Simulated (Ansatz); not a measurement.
# Geometry relaxation, with input and output: NbN (part 1 of 4)

NbN (slab, 24 atoms in the cell), computed with DFT PBEsol, scalar-relativistic, plane waves, PAW, no spin polarisation (Ansatz 0.2.0).

The structure derives from an entry of the Crystallography Open Database. It belongs to a series of runs on one base structure; here: (2 1 0) slab, atoms relaxed. Figures and captions count atoms from 1; the log counts them from 0 in places.

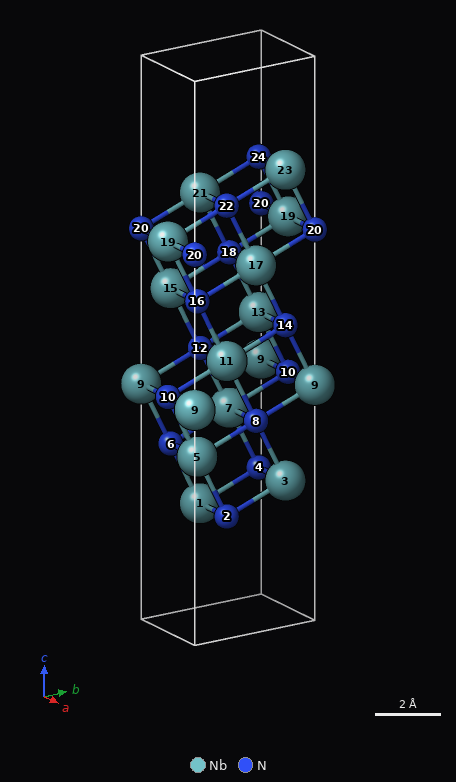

Fig. 1: The input geometry (ball-and-stick view of the cell of the calculation, with the vacuum cut short, seen slightly off an axis; atoms are numbered from 1 in the order of the input). An atom can appear more than once, as a periodic image.

**Input**
```yaml
crystal:
  lattice:
    - [4.3804965215, 0.0, 0.0]
    - [-2.1902482608, 4.8975439987, 0.0]
    - [0.0, 0.0, 25.7745967971]
  atoms:
    - { symbol: Nb, position: [0.2, 0.4, 0.2909841833] }
    - { symbol: "N", position: [0.7, 0.4, 0.2909841833] }
    - { symbol: Nb, position: [0.9, 0.8, 0.3289870591] }
    - { symbol: "N", position: [0.4, 0.8, 0.3289870591] }
    - { symbol: Nb, position: [0.6, 0.2, 0.3669899349] }
    - { symbol: "N", position: [0.1, 0.2, 0.3669899349] }
    - { symbol: Nb, position: [0.3, 0.6, 0.4049928106] }
    - { symbol: "N", position: [0.8, 0.6, 0.4049928106] }
    - { symbol: Nb, position: [0.0, 0.0, 0.4429956864] }
    - { symbol: "N", position: [0.5, 0.0, 0.4429956864] }
    - { symbol: Nb, position: [0.7, 0.4, 0.4809985621] }
    - { symbol: "N", position: [0.2, 0.4, 0.4809985621] }
    - { symbol: Nb, position: [0.4, 0.8, 0.5190014379] }
    - { symbol: "N", position: [0.9, 0.8, 0.5190014379] }
    - { symbol: Nb, position: [0.1, 0.2, 0.5570043136] }
    - { symbol: "N", position: [0.6, 0.2, 0.5570043136] }
    - { symbol: Nb, position: [0.8, 0.6, 0.5950071894] }
    - { symbol: "N", position: [0.3, 0.6, 0.5950071894] }
    - { symbol: Nb, position: [0.5, 0.0, 0.6330100651] }
    - { symbol: "N", position: [0.0, 0.0, 0.6330100651] }
    - { symbol: Nb, position: [0.2, 0.4, 0.6710129409] }
    - { symbol: "N", position: [0.7, 0.4, 0.6710129409] }
    - { symbol: Nb, position: [0.9, 0.8, 0.7090158167] }
    - { symbol: "N", position: [0.4, 0.8, 0.7090158167] }
basis:
  ecutwfc: 420
kpoints:
  mp_grid: { grid: [9, 7, 1] }
hamiltonian:
  xc: pbesol
scf:
  occupations: { method: gaussian, width: 0.1 }
output:
  forces: true
  eigenvalues: true
  write_density: true
  write_potential: true
  elf: true
  volumetric_format: npy
relax:
  adjacent_minimum: "off"
  f_tol: 0.02
  max_steps: 60
efield:
  axis: 3
  dipole_correction: true
  ramp_width: 0.04
```

Hardware: 2 threads of AMD EPYC (Zen 5), 32 GiB of memory available, shared host.

Run as:
```bash
ansatz run input.yaml --threads 2 --pin off --max-ram 5120MiB --backend cpu --events-out ev --progress --plain --runs-dir out
```

**Output**
```
Warning: crystal.symmetry: narrowed to the stabiliser of the k-point mesh — unitary ops 2 → 1; excluded 1 operation that carries a point of the 9×7×1 mesh (shift [0, 0, 0]) off the mesh (the run samples exactly the mesh kpoints.mp_grid names, as under crystal.symmetry.detect: false, and its converged state has the mesh's symmetry, not the crystal's; ε∞, the Born charges and the force constants of a linear response (`dielectric:` by the response, `phonons.method: dfpt`) are averaged over those of the crystal's operations that the state keeps within a tolerance, where `mesh_tensors`, `unaveraged_element` or `gamma_mean_max_change_ev_ang2` stands beside them; a row that `dielectric.field_direction` solves alone is averaged likewise, with nothing beside; a Γ-centred mesh of equal divisions is mapped onto itself by every operation and keeps the whole group, as does a half-shifted one under kpoints.further_shifts: images)
Engine: ansatz 0.2.0, x86_64-unknown-linux-gnu
Pseudopotentials: kind: paw
Pseudopotential: Nb, paw, valence charge 13, recommended cutoff 420 eV (normal), Nb.paw.azcp
Pseudopotential: N, paw, valence charge 5, recommended cutoff 420 eV (normal), N.paw.azcp
Functional definition: PBEsol
  exchange = pbesol_x
  correlation = pbesol_c
Crystal: 24 atoms, lattice volume = 552.960 Å³
Basis set: ecut = 420 eV, 10777 PW (Γ), exchange–correlation on 60×72×360 points (8 copies of the dense FFT grid, shifted against one another)
Bands: 132, of which v1, the nominal top of the filled ones, is band 108 counted from 1 (107 counted from 0)
Symmetry: 1 space group operations
k-points: 32 of 63 (time reversal used)
Non-local potential: Nb, projectors of the file, l = 0: 3, l = 1: 2, l = 2: 2, l = 3: 1
Non-local potential: N, projectors of the file, l = 0: 2, l = 1: 2, l = 2: 1
PAW form: soft (Blöchl's): semilocal exchange-correlation on the pseudo side does not see the compensation charge
PAW frozen core: Nb, regenerated for the run's functional, and the local potential with it (the file was generated under x = pbe(κ = 0.804, μ = 0.2195149727645171), c = pbe(β = 0.06672455060314922))
PAW frozen core: N, regenerated for the run's functional, and the local potential with it (the file was generated under x = pbe(κ = 0.804, μ = 0.2195149727645171), c = pbe(β = 0.06672455060314922))
PAW one-centre angular grid: Nb, 590 points (default); XC on 64 Gauss nodes
PAW one-centre angular grid: N, 110 points (default); XC on 64 Gauss nodes
Initial density: superposition of atomic densities (neutral atoms: chi_scale 0, normalization atom), corrected by the library's trained network
Initial wavefunctions: pseudopotential atomic-orbital guess
Functional: x = pbesol(κ = 0.804, μ = 0.12345679012345678), c = pbesol(β = 0.046)
SCF iter   1: F=—  HF=-58508.099043 eV  |F-HF|=—  |Δ(HF+E_count)|=         —  Δρ=9.56e-3  dr2=7.65e-1  ethr=1.77e-3  p=0.000 e·Å  D=1.60e-13 V/Å  ΔV_dip=-0.00 eV  dr2_dipole=1.27e-6  V_vac-E_F(+/−)=3.47/3.47 eV  ⟨swp⟩=7.2  Hψ=20706  notcnv=0
efield: sawtooth ramp at fractional position 0.9800 (placed from the atoms, in the widest stretch of the axis that holds none; the zero of the levels goes with the place), width 0.0400; the density the first Hamiltonian is built on has a dipole p = 0.000 e·Å; the dipole correction subtracts the counter field D = 1.60e-13 V/Å, which shifts the + side's vacuum level by -0.00 eV against the − side's; the planar-averaged density in the ramp window peaks in size at 1.7e-5 e/Å³
preconditioner: auto → LDOS  [metal: Δε(μ)=0.012 eV  Ē_g=8.174 eV  σ=0.100 eV  W_gap=0.07  n_scr=108 (ndim 8)  ℏωp=17.3 eV  f_vac=0.476  D(μ)=14.68/eV (n_scr^D=98)  β→1.0]
SCF iter   2: F=—  HF=-58508.024989 eV  |F-HF|=—  |Δ(HF+E_count)|=   7.41e-2  Δρ=5.58e-3  dr2=1.95e-1  ethr=3.54e-4  p=0.000 e·Å  D=1.66e-5 V/Å  ΔV_dip=-0.00 eV  dr2_dipole=2.33e-5  V_vac-E_F(+/−)=3.46/3.46 eV  ⟨swp⟩=2.1  Hψ=7396  notcnv=0  defer=430
SCF iter   3: F=—  HF=-58507.994385 eV  |F-HF|=—  |Δ(HF+E_count)|=   3.06e-2  Δρ=1.05e-3  dr2=9.49e-3  ethr=9.03e-5  p=-0.000 e·Å  D=-8.38e-6 V/Å  ΔV_dip=0.00 eV  dr2_dipole=3.71e-6  V_vac-E_F(+/−)=3.45/3.45 eV  ⟨swp⟩=2.2  Hψ=6292  notcnv=0  defer=430
SCF iter   4: F=—  HF=-58507.993345 eV  |F-HF|=—  |Δ(HF+E_count)|=   1.04e-3  Δρ=3.10e-4  dr2=9.55e-4  ethr=4.40e-6  p=-0.000 e·Å  D=-2.18e-6 V/Å  ΔV_dip=0.00 eV  dr2_dipole=4.18e-7  V_vac-E_F(+/−)=3.44/3.44 eV  ⟨swp⟩=2.8  Hψ=7364  notcnv=0  defer=353
SCF iter   5: F=—  HF=-58507.993384 eV  |F-HF|=—  |Δ(HF+E_count)|=   3.89e-5  Δρ=1.04e-4  dr2=1.23e-4  ethr=4.42e-7  p=-0.000 e·Å  D=-2.98e-6 V/Å  ΔV_dip=0.00 eV  dr2_dipole=3.17e-8  V_vac-E_F(+/−)=3.44/3.44 eV  ⟨swp⟩=2.2  Hψ=5646  notcnv=0  defer=353
SCF iter   6: F=—  HF=-58507.993426 eV  |F-HF|=—  |Δ(HF+E_count)|=   4.17e-5  Δρ=7.15e-5  dr2=1.12e-4  ethr=5.71e-8  p=-0.000 e·Å  D=-6.09e-11 V/Å  ΔV_dip=0.00 eV  dr2_dipole=3.62e-8  V_vac-E_F(+/−)=3.43/3.43 eV  ⟨swp⟩=3.0  Hψ=7207  notcnv=0  defer=353
SCF iter   7: F=—  HF=-58507.993424 eV  |F-HF|=—  |Δ(HF+E_count)|=   1.14e-6  Δρ=2.51e-5  dr2=1.62e-5  ethr=5.17e-8  p=0.000 e·Å  D=1.66e-7 V/Å  ΔV_dip=-0.00 eV  dr2_dipole=2.46e-9  V_vac-E_F(+/−)=3.43/3.43 eV  ⟨swp⟩=2.0  Hψ=4368  notcnv=0  defer=353
SCF iter   8: F=-58507.993424 eV  HF=-58507.993425 eV  |F-HF|=1.51e-6  |Δ(HF+E_count)|=   5.28e-7  Δρ=1.01e-5  dr2=1.86e-6  ethr=4.63e-9  p=0.000 e·Å  D=1.70e-7 V/Å  ΔV_dip=-0.00 eV  dr2_dipole=6.03e-10  V_vac-E_F(+/−)=3.43/3.43 eV  ⟨swp⟩=23.8  Hψ=44295  notcnv=0
SCF 1 converged in 8 iterations: F = -58507.993424 eV  dr2 = 1.86e-6
  greatest PAW one-centre occupation: 0.998 electrons in one spin orbital (limit 2), on the Nb atom at site 4 (counted from 0), in its partial waves of l = 0
relax step   1: F+E_penalty+E_count = -58507.99342352 eV  Δ(F+E_penalty+E_count) = +0.000e0 eV  max|allowed force component| = 3.632e0 eV/Å  Δτ_max = 0.0000 Å  (8 SCF iters, dr2 threshold 1.00e-5 eV, accepted)
Initial density: handed on by an earlier stage of this run
Initial wavefunctions: those handed on with the density
iter 1 solved again at ethr=3.14e-4 eV; its pass at ethr=3.10e-3 eV (dr2=6.79e-1 eV) is discarded
SCF iter   1: F=—  HF=-58509.406998 eV  |F-HF|=—  |Δ(HF+E_count)|=         —  Δρ=1.04e-2  dr2=7.39e-1  ethr=3.14e-4  p=0.000 e·Å  D=1.70e-7 V/Å  ΔV_dip=-0.00 eV  dr2_dipole=2.70e-10  V_vac-E_F(+/−)=3.49/3.49 eV  ⟨swp⟩=2.0  Hψ=15149  notcnv=0  defer=439
efield: sawtooth ramp at fractional position 0.9800 (handed on by an earlier solve), width 0.0400; the density the first Hamiltonian is built on has a dipole p = 0.000 e·Å; the dipole correction subtracts the counter field D = 1.70e-7 V/Å, which shifts the + side's vacuum level by -0.00 eV against the − side's; the planar-averaged density in the ramp window peaks in size at 1.4e-6 e/Å³
preconditioner: auto → LDOS  [metal: Δε(μ)=0.004 eV  Ē_g=8.387 eV  σ=0.100 eV  W_gap=0.02  n_scr=108 (ndim 8)  ℏωp=17.3 eV  f_vac=0.484  D(μ)=14.25/eV (n_scr^D=98)  β→1.0]
SCF iter   2: F=—  HF=-58509.331723 eV  |F-HF|=—  |Δ(HF+E_count)|=   7.53e-2  Δρ=4.01e-3  dr2=1.27e-1  ethr=3.14e-4  p=0.000 e·Å  D=2.98e-6 V/Å  ΔV_dip=-0.00 eV  dr2_dipole=4.23e-7  V_vac-E_F(+/−)=3.55/3.55 eV  ⟨swp⟩=2.5  Hψ=6032  notcnv=0  defer=439
SCF iter   3: F=—  HF=-58509.321064 eV  |F-HF|=—  |Δ(HF+E_count)|=   1.07e-2  Δρ=1.73e-3  dr2=3.64e-2  ethr=5.89e-5  p=-0.000 e·Å  D=-4.98e-6 V/Å  ΔV_dip=0.00 eV  dr2_dipole=3.84e-7  V_vac-E_F(+/−)=3.60/3.60 eV  ⟨swp⟩=3.2  Hψ=7658  notcnv=0  defer=439
SCF iter   4: F=—  HF=-58509.316461 eV  |F-HF|=—  |Δ(HF+E_count)|=   4.60e-3  Δρ=5.55e-4  dr2=3.59e-3  ethr=1.68e-5  p=0.000 e·Å  D=6.06e-6 V/Å  ΔV_dip=-0.00 eV  dr2_dipole=1.78e-7  V_vac-E_F(+/−)=3.62/3.62 eV  ⟨swp⟩=2.6  Hψ=6610  notcnv=0  defer=451
SCF iter   5: F=—  HF=-58509.316627 eV  |F-HF|=—  |Δ(HF+E_count)|=   1.66e-4  Δρ=2.18e-4  dr2=6.23e-4  ethr=1.66e-6  p=-0.000 e·Å  D=-1.09e-6 V/Å  ΔV_dip=0.00 eV  dr2_dipole=4.65e-8  V_vac-E_F(+/−)=3.64/3.64 eV  ⟨swp⟩=2.3  Hψ=6418  notcnv=0  defer=451
SCF iter   6: F=-58509.316687 eV  HF=-58509.316704 eV  |F-HF|=1.68e-5  |Δ(HF+E_count)|=   7.67e-5  Δρ=7.36e-5  dr2=4.04e-5  ethr=4.63e-8  p=0.000 e·Å  D=4.73e-6 V/Å  ΔV_dip=-0.00 eV  dr2_dipole=2.67e-8  V_vac-E_F(+/−)=3.65/3.65 eV  ⟨swp⟩=27.1  Hψ=53316  notcnv=0
SCF 2 converged in 6 iterations: F = -58509.316687 eV  dr2 = 4.04e-5
[... from here on the iterations of each SCF are left out, up to the last one ...]
relax step   2: F+E_penalty+E_count = -58509.31668722 eV  Δ(F+E_penalty+E_count) = -1.323e0 eV  max|allowed force component| = 9.327e-1 eV/Å  Δτ_max = 0.1994 Å  (6 SCF iters, dr2 threshold 1.00e-4 eV, accepted)
efield: sawtooth ramp at fractional position 0.9800 (handed on by an earlier solve), width 0.0400; the density the first Hamiltonian is built on has a dipole p = 0.000 e·Å; the dipole correction subtracts the counter field D = 4.73e-6 V/Å, which shifts the + side's vacuum level by -0.00 eV against the − side's; the planar-averaged density in the ramp window peaks in size at 6.1e-7 e/Å³
preconditioner: auto → LDOS  [metal: Δε(μ)=0.012 eV  Ē_g=8.489 eV  σ=0.100 eV  W_gap=0.07  n_scr=108 (ndim 8)  ℏωp=17.3 eV  f_vac=0.489  D(μ)=11.00/eV (n_scr^D=72)  β→1.0]
SCF 3 converged in 6 iterations: F = -58509.753194 eV  dr2 = 1.99e-5
relax step   3: F+E_penalty+E_count = -58509.75319372 eV  Δ(F+E_penalty+E_count) = -4.365e-1 eV  max|allowed force component| = 9.451e-1 eV/Å  Δτ_max = 0.1068 Å  (6 SCF iters, dr2 threshold 5.44e-5 eV, accepted)
efield: sawtooth ramp at fractional position 0.9800 (handed on by an earlier solve), width 0.0400; the density the first Hamiltonian is built on has a dipole p = 0.000 e·Å; the dipole correction subtracts the counter field D = 3.11e-8 V/Å, which shifts the + side's vacuum level by -0.00 eV against the − side's; the planar-averaged density in the ramp window peaks in size at 3.7e-7 e/Å³
preconditioner: auto → LDOS  [metal: Δε(μ)=0.007 eV  Ē_g=8.471 eV  σ=0.100 eV  W_gap=0.04  n_scr=108 (ndim 8)  ℏωp=17.3 eV  f_vac=0.489  D(μ)=11.47/eV (n_scr^D=72)  β→1.0]
SCF 4 converged in 5 iterations: F = -58509.956175 eV  dr2 = 3.31e-5
relax step   4: F+E_penalty+E_count = -58509.95617524 eV  Δ(F+E_penalty+E_count) = -2.030e-1 eV  max|allowed force component| = 5.521e-1 eV/Å  Δτ_max = 0.0756 Å  (5 SCF iters, dr2 threshold 5.89e-5 eV, accepted)
efield: sawtooth ramp at fractional position 0.9800 (handed on by an earlier solve), width 0.0400; the density the first Hamiltonian is built on has a dipole p = 0.000 e·Å; the dipole correction subtracts the counter field D = 1.12e-6 V/Å, which shifts the + side's vacuum level by -0.00 eV against the − side's; the planar-averaged density in the ramp window peaks in size at 7.5e-7 e/Å³
preconditioner: auto → LDOS  [metal: Δε(μ)=0.003 eV  Ē_g=8.436 eV  σ=0.100 eV  W_gap=0.01  n_scr=108 (ndim 8)  ℏωp=17.3 eV  f_vac=0.488  D(μ)=11.37/eV (n_scr^D=72)  β→1.0]
SCF 5 converged in 6 iterations: F = -58510.081524 eV  dr2 = 7.65e-6
relax step   5: F+E_penalty+E_count = -58510.08152388 eV  Δ(F+E_penalty+E_count) = -1.253e-1 eV  max|allowed force component| = 4.649e-1 eV/Å  Δτ_max = 0.0898 Å  (6 SCF iters, dr2 threshold 1.00e-4 eV, accepted)
efield: sawtooth ramp at fractional position 0.9800 (handed on by an earlier solve), width 0.0400; the density the first Hamiltonian is built on has a dipole p = 0.000 e·Å; the dipole correction subtracts the counter field D = 1.41e-6 V/Å, which shifts the + side's vacuum level by -0.00 eV against the − side's; the planar-averaged density in the ramp window peaks in size at 1.5e-6 e/Å³
preconditioner: auto → LDOS  [metal: Δε(μ)=0.012 eV  Ē_g=8.429 eV  σ=0.100 eV  W_gap=0.07  n_scr=108 (ndim 8)  ℏωp=17.3 eV  f_vac=0.486  D(μ)=11.63/eV (n_scr^D=78)  β→1.0]
SCF 6 converged in 5 iterations: F = -58509.962378 eV  dr2 = 5.64e-5
relax step   6: F+E_penalty+E_count = -58509.96237753 eV  Δ(F+E_penalty+E_count) = +1.191e-1 eV  max|allowed force component| = 6.371e-1 eV/Å  Δτ_max = 0.1624 Å  (5 SCF iters, dr2 threshold 7.38e-5 eV, rejected (line search))
efield: sawtooth ramp at fractional position 0.9800 (handed on by an earlier solve), width 0.0400; the density the first Hamiltonian is built on has a dipole p = 0.000 e·Å; the dipole correction subtracts the counter field D = 5.59e-6 V/Å, which shifts the + side's vacuum level by -0.00 eV against the − side's; the planar-averaged density in the ramp window peaks in size at 1.0e-6 e/Å³
preconditioner: auto → LDOS  [metal: Δε(μ)=0.004 eV  Ē_g=8.468 eV  σ=0.100 eV  W_gap=0.02  n_scr=108 (ndim 8)  ℏωp=17.3 eV  f_vac=0.488  D(μ)=11.75/eV (n_scr^D=78)  β→1.0]
SCF 7 converged in 9 iterations: F = -58510.151058 eV  dr2 = 1.41e-8
relax step   7: F+E_penalty+E_count = -58510.15105774 eV  Δ(F+E_penalty+E_count) = -6.953e-2 eV  max|allowed force component| = 2.395e-1 eV/Å  Δτ_max = 0.0695 Å  (9 SCF iters, accepted)
efield: sawtooth ramp at fractional position 0.9800 (handed on by an earlier solve), width 0.0400; the density the first Hamiltonian is built on has a dipole p = 0.000 e·Å; the dipole correction subtracts the counter field D = 6.71e-7 V/Å, which shifts the + side's vacuum level by -0.00 eV against the − side's; the planar-averaged density in the ramp window peaks in size at 9.1e-7 e/Å³
preconditioner: auto → LDOS  [metal: Δε(μ)=0.014 eV  Ē_g=8.444 eV  σ=0.100 eV  W_gap=0.08  n_scr=108 (ndim 8)  ℏωp=17.3 eV  f_vac=0.488  D(μ)=11.74/eV (n_scr^D=78)  β→1.0]
SCF 8 converged in 5 iterations: F = -58510.168327 eV  dr2 = 6.62e-6
relax step   8: F+E_penalty+E_count = -58510.16832692 eV  Δ(F+E_penalty+E_count) = -1.727e-2 eV  max|allowed force component| = 1.268e-1 eV/Å  Δτ_max = 0.0356 Å  (5 SCF iters, dr2 threshold 1.52e-5 eV, accepted)
efield: sawtooth ramp at fractional position 0.9800 (handed on by an earlier solve), width 0.0400; the density the first Hamiltonian is built on has a dipole p = 0.000 e·Å; the dipole correction subtracts the counter field D = 1.33e-6 V/Å, which shifts the + side's vacuum level by -0.00 eV against the − side's; the planar-averaged density in the ramp window peaks in size at 1.2e-6 e/Å³
preconditioner: auto → LDOS  [metal: Δε(μ)=0.006 eV  Ē_g=8.422 eV  σ=0.100 eV  W_gap=0.04  n_scr=108 (ndim 8)  ℏωp=17.3 eV  f_vac=0.486  D(μ)=11.35/eV (n_scr^D=72)  β→1.0]
SCF 9 converged in 6 iterations: F = -58510.168924 eV  dr2 = 8.57e-7
relax step   9: F+E_penalty+E_count = -58510.16892403 eV  Δ(F+E_penalty+E_count) = -5.971e-4 eV  max|allowed force component| = 8.857e-2 eV/Å  Δτ_max = 0.0258 Å  (6 SCF iters, dr2 threshold 4.27e-6 eV, accepted)
efield: sawtooth ramp at fractional position 0.9800 (handed on by an earlier solve), width 0.0400; the density the first Hamiltonian is built on has a dipole p = 0.000 e·Å; the dipole correction subtracts the counter field D = 1.17e-6 V/Å, which shifts the + side's vacuum level by -0.00 eV against the − side's; the planar-averaged density in the ramp window peaks in size at 1.0e-6 e/Å³
preconditioner: auto → LDOS  [metal: Δε(μ)=0.006 eV  Ē_g=8.437 eV  σ=0.100 eV  W_gap=0.03  n_scr=108 (ndim 8)  ℏωp=17.3 eV  f_vac=0.488  D(μ)=11.71/eV (n_scr^D=78)  β→1.0]
SCF 10 converged in 6 iterations: F = -58510.171958 eV  dr2 = 3.50e-7
relax step  10: F+E_penalty+E_count = -58510.17195806 eV  Δ(F+E_penalty+E_count) = -3.034e-3 eV  max|allowed force component| = 3.435e-2 eV/Å  Δτ_max = 0.0158 Å  (6 SCF iters, dr2 threshold 2.20e-6 eV, accepted)
SCF iter   1: F=—  HF=-58510.172587 eV  |F-HF|=—  |Δ(HF+E_count)|=         —  Δρ=5.78e-4  dr2=2.07e-3  ethr=4.82e-5  p=-0.000 e·Å  D=-4.40e-7 V/Å  ΔV_dip=0.00 eV  dr2_dipole=1.65e-11  V_vac-E_F(+/−)=3.51/3.51 eV  ⟨swp⟩=2.0  Hψ=6077  notcnv=0
efield: sawtooth ramp at fractional position 0.9800 (handed on by an earlier solve), width 0.0400; the density the first Hamiltonian is built on has a dipole p = -0.000 e·Å; the dipole correction subtracts the counter field D = -4.40e-7 V/Å, which shifts the + side's vacuum level by +0.00 eV against the − side's; the planar-averaged density in the ramp window peaks in size at 1.0e-6 e/Å³
preconditioner: auto → LDOS  [metal: Δε(μ)=0.000 eV  Ē_g=8.435 eV  σ=0.100 eV  W_gap=0.00  n_scr=108 (ndim 8)  ℏωp=17.3 eV  f_vac=0.487  D(μ)=11.57/eV (n_scr^D=76)  β→1.0]
SCF iter   2: F=—  HF=-58510.172284 eV  |F-HF|=—  |Δ(HF+E_count)|=   3.03e-4  Δρ=2.67e-4  dr2=5.09e-4  ethr=9.58e-7  p=0.000 e·Å  D=7.11e-7 V/Å  ΔV_dip=-0.00 eV  dr2_dipole=5.16e-9  V_vac-E_F(+/−)=3.52/3.52 eV  ⟨swp⟩=3.0  Hψ=7993  notcnv=0
SCF iter   3: F=—  HF=-58510.172119 eV  |F-HF|=—  |Δ(HF+E_count)|=   1.65e-4  Δρ=6.93e-5  dr2=4.20e-5  ethr=2.36e-7  p=-0.000 e·Å  D=-4.69e-7 V/Å  ΔV_dip=0.00 eV  dr2_dipole=4.32e-10  V_vac-E_F(+/−)=3.52/3.52 eV  ⟨swp⟩=3.0  Hψ=7876  notcnv=0
SCF iter   4: F=—  HF=-58510.172102 eV  |F-HF|=—  |Δ(HF+E_count)|=   1.74e-5  Δρ=1.26e-5  dr2=1.61e-6  ethr=1.95e-8  p=0.000 e·Å  D=1.21e-7 V/Å  ΔV_dip=-0.00 eV  dr2_dipole=2.42e-11  V_vac-E_F(+/−)=3.52/3.52 eV  ⟨swp⟩=2.8  Hψ=8034  notcnv=0
SCF iter   5: F=—  HF=-58510.172102 eV  |F-HF|=—  |Δ(HF+E_count)|=   1.88e-8  Δρ=3.91e-6  dr2=2.00e-7  ethr=7.45e-10  p=0.000 e·Å  D=8.71e-8 V/Å  ΔV_dip=-0.00 eV  dr2_dipole=1.75e-11  V_vac-E_F(+/−)=3.52/3.52 eV  ⟨swp⟩=2.6  Hψ=7316  notcnv=0
SCF iter   6: F=-58510.172102 eV  HF=-58510.172102 eV  |F-HF|=2.23e-9  |Δ(HF+E_count)|=   1.21e-7  Δρ=1.53e-6  dr2=1.94e-8  ethr=4.63e-11  p=0.000 e·Å  D=1.76e-7 V/Å  ΔV_dip=-0.00 eV  dr2_dipole=1.63e-11  V_vac-E_F(+/−)=3.52/3.52 eV  ⟨swp⟩=19.4  Hψ=37298  notcnv=0
SCF 11 converged in 6 iterations: F = -58510.172102 eV  dr2 = 1.94e-8
relax step  11: F+E_penalty+E_count = -58510.17210197 eV  Δ(F+E_penalty+E_count) = -1.439e-4 eV  max|allowed force component| = 1.457e-2 eV/Å  Δτ_max = 0.0088 Å  (6 SCF iters, accepted)
```

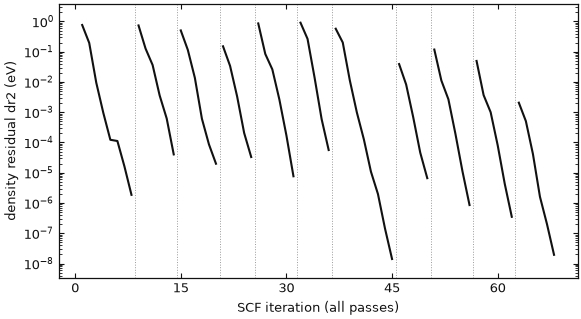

Fig. 2: Convergence of the self-consistent field: density residual dr2 against the SCF iteration. The dotted lines part the SCF passes of the relaxation: geometry steps, rejected trials and re-solves on a re-selected basis. The 11 passes take 5 to 9 iterations each, 68 in all.
